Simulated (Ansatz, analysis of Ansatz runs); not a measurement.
# Hyperfine coupling of the F centre in LiF (HSE06 on PBE structures)

How near does this set-up come to the measured hyperfine coupling? Subject: F centre in LiF. Set-up: HSE06 on PBE structures, 32-site cell, PBE lattice, 420 eV, k: 2x2x2 shifted 0.5 0.5 0.5 then the zone centre alone. The model is a cell of 32 host atoms with 1 F taken out. The isotropic coupling follows from the spin density at the nucleus, the nuclear g-factor and the total spin. Exact exchange opens the gap, stiffens bonds and lessens the self-interaction error, at many times the cost.

What was measured. 7Li, shell I: 39.06 MHz, by ENDOR (quoted in “F center in LiF: A quantum mechanical ab initio investigation of the hyperfine interaction between the unpaired electron at the vacancy and its first seven neighbors”, 2001, G. Mallia et al., quoting earlier work (1968)). 19F, shell II: 105.9 MHz, by ENDOR (quoted in “F center in LiF: A quantum mechanical ab initio investigation of the hyperfine interaction between the unpaired electron at the vacancy and its first seven neighbors”, 2001, G. Mallia et al., quoting earlier work (1968)). 7Li, shell III: 0.5 MHz, by ENDOR (quoted in “F center in LiF: A quantum mechanical ab initio investigation of the hyperfine interaction between the unpaired electron at the vacancy and its first seven neighbors”, 2001, G. Mallia et al., quoting earlier work (1968)). 19F, shell IV: 0.48 MHz, by ENDOR (quoted in “F center in LiF: A quantum mechanical ab initio investigation of the hyperfine interaction between the unpaired electron at the vacancy and its first seven neighbors”, 2001, G. Mallia et al., quoting earlier work (1968)).

Program: Ansatz 0.2.0. Level of theory: plane-wave PAW DFT, PBE; relaxation of all atoms of a defect supercell. Results are calculated unless marked as measured.

### 1. The starting structure

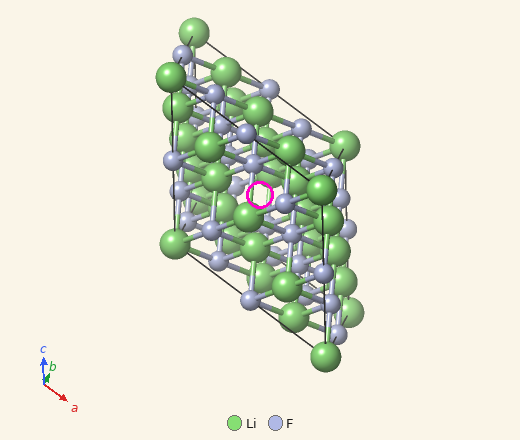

Start, viewed slightly off an axis; lithium green, fluorine light blue. A ring marks the centre wherever it is empty. Some periodic images of atoms are drawn too.

The cell holds 31 atoms: 16 Li and 15 F. Its edges and angles: a = 7.044 Å, b = 7.044 Å, c = 7.044 Å, α = 109.5°, β = 109.5°, γ = 109.5°. It derives from LiF (space group Fm-3m). Nearest the centre at fractional (0.500, 0.500, 0.500): Li6 at 2.03 Å, Li7 at 2.03 Å, Li12 at 2.03 Å, Li10 at 2.03 Å, Li15 at 2.03 Å, Li16 at 2.03 Å, F18 at 2.88 Å, F20 at 2.88 Å.

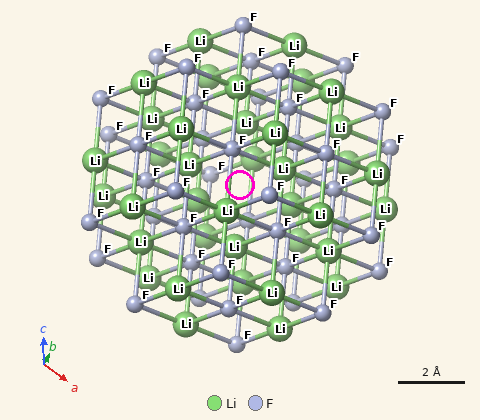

The atoms within 5 Å of the centre. A ring marks the centre wherever it is empty.

The host's primitive cell comes from a first run (plane-wave PAW DFT, PBE; relaxation of the host's cell and atoms): vectors of 2.876, 2.876 and 2.876 Å. That is 8.41 Å³ an atom, 2.9 % over the diffraction cell's volume. The supercell is built on it.

### 2. Relaxation, charge 0

Every later number rests on the structure around the defect, so the atoms are relaxed at the host's lattice first.

Input file relax/input.yaml:

```yaml
relax:
  f_tol: 0.02
  max_steps: 80
  escape_saddle: false
crystal:
  lattice:
    - [-4.06712875, 4.06712875, 4.06712875]
    - [4.06712875, -4.06712875, 4.06712875]
    - [4.06712875, 4.06712875, -4.06712875]
  atoms:
    - { symbol: Li, position: [0.0, 0.0, 0.0] }
    - { symbol: Li, position: [0.0, 0.25, 0.75] }
    - { symbol: Li, position: [0.0, 0.5, 0.5] }
    - { symbol: Li, position: [0.0, 0.75, 0.25] }
    - { symbol: Li, position: [0.25, 0.0, 0.75] }
    - { symbol: Li, position: [0.25, 0.25, 0.5] }
    - { symbol: Li, position: [0.25, 0.5, 0.25] }
    - { symbol: Li, position: [0.25, 0.75, 0.0] }
    - { symbol: Li, position: [0.5, 0.0, 0.5] }
    - { symbol: Li, position: [0.5, 0.25, 0.25] }
    - { symbol: Li, position: [0.5, 0.5, 0.0] }
    - { symbol: Li, position: [0.5, 0.75, 0.75] }
    - { symbol: Li, position: [0.75, 0.0, 0.25] }
    - { symbol: Li, position: [0.75, 0.25, 0.0] }
    - { symbol: Li, position: [0.75, 0.5, 0.75] }
    - { symbol: Li, position: [0.75, 0.75, 0.5] }
    - { symbol: F, position: [0.0, 0.0, 0.5] }
    - { symbol: F, position: [0.0, 0.25, 0.25] }
    - { symbol: F, position: [0.0, 0.5, 0.0] }
    - { symbol: F, position: [0.0, 0.75, 0.75] }
    - { symbol: F, position: [0.25, 0.0, 0.25] }
    - { symbol: F, position: [0.25, 0.25, 0.0] }
    - { symbol: F, position: [0.25, 0.5, 0.75] }
    - { symbol: F, position: [0.25, 0.75, 0.5] }
    - { symbol: F, position: [0.5, 0.0, 0.0] }
    - { symbol: F, position: [0.5, 0.25, 0.75] }
    - { symbol: F, position: [0.5, 0.75, 0.25] }
    - { symbol: F, position: [0.75, 0.0, 0.75] }
    - { symbol: F, position: [0.75, 0.25, 0.5] }
    - { symbol: F, position: [0.75, 0.5, 0.25] }
    - { symbol: F, position: [0.75, 0.75, 0.0] }
basis:
  ecutwfc: 420
  xc_grid: 2
hamiltonian:
  xc: pbe
kpoints:
  mp_grid: { grid: [2, 2, 2], shift: [0.5, 0.5, 0.5] }
magnetization:
  spin_polarized: true
  initial_magnetization: 1
  spin_locking: { lock_magnetization: hard }
scf:
  occupations: { method: fermi_dirac, width: 0.01 }
  max_iter: 120
output:
  forces: true
checkpoint:
  write: "../relax.run"
  compress: false
  write_wavefunctions: true
  write_every: 100000
```

Started as:

```sh
> ansatz run input.yaml --threads 2 --pin off --max-ram 3768MiB --backend cpu --events-out ev --progress --plain --runs-dir out
```

Numbers of over 12 decimals in the logs are rounded to 6 here.

Output:

```text
[... repeated set-up lines and file paths are left out, and long positions are rounded to six places ...]
Engine: ansatz 0.2.0, x86_64-unknown-linux-gnu
Pseudopotentials: kind: paw
Pseudopotential: Li, paw, valence charge 3, recommended cutoff 420 eV (normal), Li.paw.azcp
Pseudopotential: F, paw, valence charge 7, recommended cutoff 420 eV (normal), F.paw.azcp
Functional definition: PBE
  parameter kappa = 0.804
  parameter beta = 0.066725
  exchange = pbe_x(kappa = kappa, mu = beta*pi^2/3)
  correlation = pbe_c(beta = beta)
Crystal: 31 atoms, lattice volume = 269.106 Å³
Basis set: ecut = 420 eV, 5281 PW (Γ), exchange–correlation on 96×96×96 points (8 copies of the dense FFT grid, shifted against one another)
Bands: 108, of which v1, the nominal top of the filled ones, is band 77 counted from 1 (76 counted from 0)
Symmetry: 48 space group operations
Space group: Im-3m (ITA 229), of the structure as read, at distance tolerance 6.5e-5 Å
Magnetic group: BNS 229.140 (UNI 1642), of the structure as read, at distance tolerance 6.5e-5 Å
k-points: 2 of 8
Non-local potential: Li, projectors of the file, l = 0: 3, l = 1: 2, l = 2: 1
Non-local potential: F, projectors of the file, l = 0: 2, l = 1: 2, l = 2: 1
PAW form: soft (Blöchl's): semilocal exchange-correlation on the pseudo side does not see the compensation charge
PAW one-centre angular grid: Li, 110 points (default); XC on 64 Gauss nodes
PAW one-centre angular grid: F, 110 points (default); XC on 64 Gauss nodes
Initial density: superposition of atomic densities (chi_scale 0.1, normalization cell, long waves kept (reshape's long-wave potential 0.25 eV rms))
Starting moments: Σ|m| = 1 μB on 31 of 31 sites
Initial wavefunctions: pseudopotential atomic-orbital guess
Functional: x = pbe(κ = 0.804, μ = 0.219515), c = pbe(β = 0.066725)
SCF iter   1: F=—  HF=-15446.230298 eV  |F-HF|=—  |Δ(HF+E_count)|=         —  Δρ=3.29e-2 (↑2.91e-2 ↓3.29e-2)  dr2=6.29e0  dr2_m=1.10e-1  M=1.000 μB ∫|m|=1.014 μB  β_m=0.30  ethr=3.10e-3  ⟨swp⟩=6.0  Hψ=1880  notcnv=0  defer=42
preconditioner: auto → Resta (q_TF=auto, 2.483 Å⁻¹)  ε∞=2.8  [insulator: Δε(μ)=3.810 eV  Ē_g=18.710 eV  σ=0.010 eV  W_gap=1.00  n_scr=78 (ndim 8)  ℏωp=24.9 eV  f_vac=0.000  D(μ)=0.00/eV (n_scr^D=0)  ε∞_Penn≈2.8]
spin=Collinear: Resta preconditioning applied to the charge; magnetization (m = ρ↑ − ρ↓) channel mixes plain (no charge-response kernel on spin).
SCF iter   2: F=—  HF=-15446.010489 eV  |F-HF|=—  |Δ(HF+E_count)|=   2.20e-1  Δρ=2.25e-2 (↑1.91e-2 ↓2.25e-2)  dr2=2.79e0  dr2_m=6.02e-2  M=1.000 μB ∫|m|=1.015 μB  β_m=0.56  ethr=3.10e-3  ⟨swp⟩=2.0  Hψ=525  notcnv=0  defer=102
SCF iter   3: F=—  HF=-15446.166851 eV  |F-HF|=—  |Δ(HF+E_count)|=   1.56e-1  Δρ=6.40e-3 (↑6.12e-3 ↓6.40e-3)  dr2=3.12e-1  dr2_m=2.81e-3  M=1.000 μB ∫|m|=1.019 μB  β_m=0.60  ethr=1.82e-3  ⟨swp⟩=3.0  Hψ=569  notcnv=0  defer=102
SCF iter   4: F=—  HF=-15446.152259 eV  |F-HF|=—  |Δ(HF+E_count)|=   1.46e-2  Δρ=1.35e-3 (↑1.15e-3 ↓1.35e-3)  dr2=9.10e-3  dr2_m=2.24e-4  M=1.000 μB ∫|m|=1.013 μB  β_m=0.80  ethr=2.04e-4  ⟨swp⟩=3.0  Hψ=625  notcnv=0  defer=102
SCF iter   5: F=—  HF=-15446.183346 eV  |F-HF|=—  |Δ(HF+E_count)|=   3.11e-2  Δρ=1.70e-4 (↑1.61e-4 ↓1.70e-4)  dr2=2.45e-4  dr2_m=4.38e-6  M=1.000 μB ∫|m|=1.011 μB  β_m=0.87  ethr=5.95e-6  ⟨swp⟩=3.0  Hψ=644  notcnv=0  defer=102
SCF iter   6: F=—  HF=-15446.182986 eV  |F-HF|=—  |Δ(HF+E_count)|=   3.60e-4  Δρ=1.48e-4 (↑1.48e-4 ↓1.46e-4)  dr2=1.28e-4  dr2_m=1.27e-7  M=1.000 μB ∫|m|=1.011 μB  β_m=0.72  ethr=1.60e-7  ⟨swp⟩=2.5  Hψ=665  notcnv=0  defer=102
SCF iter   7: F=—  HF=-15446.182953 eV  |F-HF|=—  |Δ(HF+E_count)|=   3.33e-5  Δρ=2.31e-5 (↑2.31e-5 ↓2.03e-5)  dr2=3.16e-6  dr2_m=8.45e-8  M=1.000 μB ∫|m|=1.011 μB  β_m=0.78  ethr=6.54e-9  ⟨swp⟩=2.0  Hψ=1230  notcnv=0
SCF iter   8: F=-15446.182951 eV  HF=-15446.182952 eV  |F-HF|=8.15e-8  |Δ(HF+E_count)|=   1.47e-6  Δρ=4.92e-6 (↑4.92e-6 ↓4.28e-6)  dr2=2.01e-7  dr2_m=2.67e-9  M=1.000 μB ∫|m|=1.011 μB  ethr=2.07e-9  ⟨swp⟩=3.0  Hψ=861  notcnv=0
SCF 1 converged in 8 iterations: F = -15446.182951 eV  dr2 = 2.01e-7
  greatest PAW one-centre occupation: 1.000 electrons in one spin orbital (limit 2), on the Li atom at site 15 (counted from 0), in its partial waves of l = 0
relax step   1: F+E_penalty+E_count = -15446.18295148 eV  Δ(F+E_penalty+E_count) = +0.000e0 eV  max|allowed force component| = 1.965e-1 eV/Å  Δτ_max = 0.0000 Å  (8 SCF iters, dr2 threshold 1.00e-5 eV, accepted)
[... the SCF cycles and remarks between the steps are left out from here to the last step ...]
relax step   2: F+E_penalty+E_count = -15446.19954229 eV  Δ(F+E_penalty+E_count) = -1.659e-2 eV  max|allowed force component| = 1.014e-1 eV/Å  Δτ_max = 0.0183 Å  (6 SCF iters, dr2 threshold 2.41e-6 eV, accepted)
relax step   3: F+E_penalty+E_count = -15446.20862393 eV  Δ(F+E_penalty+E_count) = -9.082e-3 eV  max|allowed force component| = 8.562e-4 eV/Å  Δτ_max = 0.0250 Å  (6 SCF iters, dr2 threshold 6.42e-7 eV, accepted)
iter 1 solved again at ethr=3.01e-10 eV; its pass at ethr=3.10e-3 eV (dr2=4.60e-7 eV) is discarded
SCF iter   1: F=—  HF=-15446.208624 eV  |F-HF|=—  |Δ(HF+E_count)|=         —  Δρ=9.25e-6 (↑9.25e-6 ↓8.67e-6)  dr2=4.58e-7  dr2_m=7.76e-10  M=1.000 μB ∫|m|=1.010 μB  β_m=0.30  ethr=3.01e-10  ⟨swp⟩=1.0  Hψ=1257  notcnv=0  defer=97
iter 2 did not close the SCF: its close was put off for a magnetic moment that had not settled (scf_convergence_deferred on its scf_iter line)
SCF iter   2: F=-15446.208624 eV  HF=-15446.208624 eV  |F-HF|=4.00e-8  |Δ(HF+E_count)|=   1.13e-7  Δρ=3.53e-6 (↑3.53e-6 ↓3.06e-6)  dr2=6.84e-8  dr2_m=4.93e-10  M=1.000 μB ∫|m|=1.010 μB  β_m=0.38  ethr=6.54e-11  ⟨swp⟩=2.0  Hψ=1110  notcnv=0
SCF iter   3: F=-15446.208624 eV  HF=-15446.208624 eV  |F-HF|=8.15e-10  |Δ(HF+E_count)|=   1.09e-8  Δρ=9.66e-7 (↑9.66e-7 ↓8.84e-7)  dr2=9.32e-9  dr2_m=1.78e-10  M=1.000 μB ∫|m|=1.010 μB  ethr=4.47e-11  ⟨swp⟩=1.2  Hψ=993  notcnv=0
SCF 4 converged in 3 iterations: F = -15446.208624 eV  dr2 = 9.32e-9
relax step   4: F+E_penalty+E_count = -15446.20862418 eV  Δ(F+E_penalty+E_count) = -2.490e-7 eV  max|allowed force component| = 8.728e-4 eV/Å  Δτ_max = 0.0000 Å  (3 SCF iters, accepted)
NSCF: frozen V_eff on 2 k-points
the search or the solves at the SCF's close seem to have found levels that the self-consistency loop had missed (the run counts 4). By its estimate they hold under 1e-12 electrons; where the run keeps them, the occupations were computed again with them
SCF converged after 3 iterations
Magnetization: 1.0000 μB (77.0000 up, 76.0000 down)
Absolute magnetization: 1.0104 μB (∫|ρ↑−ρ↓|, with the PAW one-centre terms)
Spin contamination: 0.0006 ħ² per cell (⟨S²⟩ above its minimum at these occupations)
Per-site moments (μB) at R_I (Å): [(0.000271124, 0.838857), (0.00060906, 0.835757), (0.000271124, 0.838857), [... 28 left out ...]
Free energy (F): -15446.208624 eV
Harris-Foulkes:  -15446.208624 eV  (|F-HF|=8.15e-10)
Internal energy: -15446.208624 eV  (E = F + TS)
E sigma→0 (E₀):  -15446.208624 eV
Fermi energy:    7.147120 (↑ 8.176809, ↓ 4.158568) eV
--- Per-component energies (eV) ---
  E_band       = -1918.347724
  E_kinetic    = 3476.531799
  E_local      = -10360.983535  (includes V_loc(G=0)·N_el)
  E_nonlocal   = 571.589393
  E_hartree    = 3685.644151
  E_xc         = -1386.961986
  E_vxc        = -1779.080099  (∫ρ·V_xc dr)
  E_paw        = -3347.187932  (= ΣΔE_a)
  E_vpaw       = -1197.727232  (= ΣTr[D̂ρ^β])
  E_aug_tail   = 0.033521  (compensation charges beyond the density's cutoff)
  E_ewald      = -8084.874035
  E_smearing   = -0.000000  (= −TS)
  E_closure    = 0.000000  (closes the sum)
  Σ components = -15446.208624   (vs F -15446.208624, Δ=0.00e0)
--- Forces (eV/Å), atoms counted from 1 ---
  atom   1  Li     0.00000000    -0.00000000    -0.00000000
  atom   2  Li     0.00000000    -0.00000000     0.00000000
  atom   3  Li     0.00000000    -0.00000000     0.00000000
  atom   4  Li    -0.00000000     0.00000000     0.00000000
  atom   5  Li     0.00000000     0.00000000     0.00000000
  atom   6  Li    -0.00000000     0.00000000    -0.00034913
  atom   7  Li    -0.00000000    -0.00034913    -0.00000000
  atom   8  Li     0.00000000    -0.00000000    -0.00000000
  atom   9  Li     0.00000000    -0.00000000    -0.00000000
  atom  10  Li    -0.00034913     0.00000000    -0.00000000
  atom  11  Li     0.00000000    -0.00000000     0.00000000
  atom  12  Li     0.00034913    -0.00000000    -0.00000000
  atom  13  Li    -0.00000000     0.00000000    -0.00000000
  atom  14  Li    -0.00000000    -0.00000000    -0.00000000
  atom  15  Li     0.00000000     0.00034913     0.00000000
  atom  16  Li     0.00000000     0.00000000     0.00034913
  atom  17  F      0.00000000    -0.00000000    -0.00000000
  atom  18  F      0.00000000     0.00087283     0.00087283
  atom  19  F      0.00000000    -0.00000000     0.00000000
  atom  20  F     -0.00000000    -0.00087283    -0.00087283
  atom  21  F      0.00087283    -0.00000000     0.00087283
  atom  22  F      0.00087283     0.00087283     0.00000000
  atom  23  F     -0.00087283     0.00000000     0.00087283
  atom  24  F     -0.00087283     0.00087283     0.00000000
  atom  25  F      0.00000000     0.00000000    -0.00000000
  atom  26  F     -0.00000000    -0.00087283     0.00087283
  atom  27  F      0.00000000     0.00087283    -0.00087283
  atom  28  F     -0.00087283     0.00000000    -0.00087283
  atom  29  F      0.00087283    -0.00087283    -0.00000000
  atom  30  F      0.00087283    -0.00000000    -0.00087283
  atom  31  F     -0.00087283    -0.00087283    -0.00000000
  max |Σ_I F_I| component: 6.51e-19 eV/Å
--- Band table (eV) ---
  k-point 0 ↑: bands = ["-40.4636", "-40.4636", "-40.4636", "-40.4414", [... 100 left out ...] "17.8517", "17.8517", "17.8517", "18.2255"]
  k-point 1 ↑: bands = ["-40.4739", "-40.4572", "-40.4507", "-40.4507", [... 100 left out ...] "17.2126", "17.3093", "17.3230", "17.4416"]
  [... further k-points left out ...]
--- Relaxed structure (4 steps of the walk, 4 accepted, 0 SCFs on fresh bases) ---
  F+E_penalty+E_count = -15446.20862418 eV   max|allowed force component| = 8.728e-4 eV/Å
  atoms:
    - { symbol: Li, position: [0, 0, 0] }
    - { symbol: Li, position: [0.0, 0.25, 0.75] }
    - { symbol: Li, position: [0, 0.5, 0.5] }
    - { symbol: Li, position: [0.0, 0.75, 0.25] }
    - { symbol: Li, position: [0.25, 0.0, 0.75] }
    - { symbol: Li, position: [0.244677, 0.244677, 0.5] }
    - { symbol: Li, position: [0.244677, 0.5, 0.244677] }
    - { symbol: Li, position: [0.25, 0.75, 0.0] }
    - { symbol: Li, position: [0.5, 0, 0.5] }
    - { symbol: Li, position: [0.5, 0.244677, 0.244677] }
    - { symbol: Li, position: [0.5, 0.5, 0] }
    - { symbol: Li, position: [0.5, 0.755323, 0.755323] }
    - { symbol: Li, position: [0.75, 0.0, 0.25] }
    - { symbol: Li, position: [0.75, 0.25, 0.0] }
    - { symbol: Li, position: [0.755323, 0.5, 0.755323] }
    - { symbol: Li, position: [0.755323, 0.755323, 0.5] }
    - { symbol: F, position: [0.0, 0.0, 0.5] }
    - { symbol: F, position: [-0.001844, 0.249078, 0.249078] }
    - { symbol: F, position: [0.0, 0.5, 0.0] }
    - { symbol: F, position: [0.001844, 0.750922, 0.750922] }
    - { symbol: F, position: [0.249078, -0.001844, 0.249078] }
    - { symbol: F, position: [0.249078, 0.249078, -0.001844] }
    - { symbol: F, position: [0.249078, 0.5, 0.750922] }
    - { symbol: F, position: [0.249078, 0.750922, 0.5] }
    - { symbol: F, position: [0.5, 0.0, 0.0] }
    - { symbol: F, position: [0.5, 0.249078, 0.750922] }
    - { symbol: F, position: [0.5, 0.750922, 0.249078] }
    - { symbol: F, position: [0.750922, 0.001844, 0.750922] }
    - { symbol: F, position: [0.750922, 0.249078, 0.5] }
    - { symbol: F, position: [0.750922, 0.5, 0.249078] }
    - { symbol: F, position: [0.750922, 0.750922, 0.001844] }
```

Wall time 7.7 s (2 threads of Intel Xeon 6975P-C (Granite Rapids), shared host); peak memory 0.72 GiB.

[end of part 1 of 2]

[Logs are printed without paths, hosts, clocks, repeated set-up lines and the standing remarks that a program may print on its own settings, such as how far it seeks lower states.]

[Hosts, paths, dates, database ids (printed as entryN), source tags and the programs' standing remarks are cut or masked in the printed files.]

[For some hosts the program warned that the k-mesh of the response run may be too coarse for force constants and the static dielectric constant; such warnings are not shown here.]
